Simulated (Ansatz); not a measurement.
System: PbO, space group P6_3mc (No. 186) (cell built by us, not taken from a database).

Starting cell:
```
Pb O
1.0
     4.19966    0.00000    0.00000
    -2.09983    3.63701    0.00000
     0.00000    0.00000    5.85094
Pb O
2 2
Cartesian
  2.0998 1.2123 0.0844
  0.0000 2.4247 3.0098
  2.0998 1.2123 3.5737
  0.0000 2.4247 0.6482
```

How it was computed, with Ansatz 0.2.0: plane-wave density functional theory, PAW datasets, Gaussian smearing 0.05 eV: equation of state, the given cell scaled in volume with shape and atoms relaxed at each volume; third-order Birch-Murnaghan fit. Level: PBE, no spin polarisation.

```tsv
setting	value
PAW set	soft_2
wave cutoff	420 eV
k mesh	10×10×6
symmetry use	detected
```

V(given) is 22.34 Å³/atom.

What does the calculation give for the energy above the given cell and pressure against V/V(given)? The V/V(given) takes the values 0.945, 0.960, 0.980, 1.000, 1.020, 1.040, 1.070, 1.100.

A third-order Birch–Murnaghan fit gives V0 = 22.33 Å³/atom, B0 = 50.4 GPa. The energy above the given cell is 11.01 meV/atom at V/V(given) 0.945 and 32.11 meV/atom at 1.100; the lowest computed point is at V/V(given) 1.000 (0.00 meV/atom), in a single well. The pressure falls from 3.043 GPa at V/V(given) 0.945 to −4.369 GPa at 1.100, and changes sign near 1.000.

```csv
V/V(given),energy above the given cell (meV/atom),pressure (GPa)
0.945,11.01,3.043
0.960,5.70,2.152
0.980,1.37,1.054
1.000,0.00,0.009
1.020,1.42,-1.013
1.040,5.47,-1.935
1.070,16.32,-3.267
1.100,32.11,-4.369
```

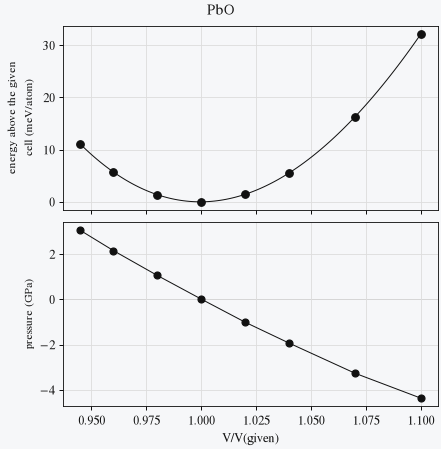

Note: the elastic constants find this structure unstable.
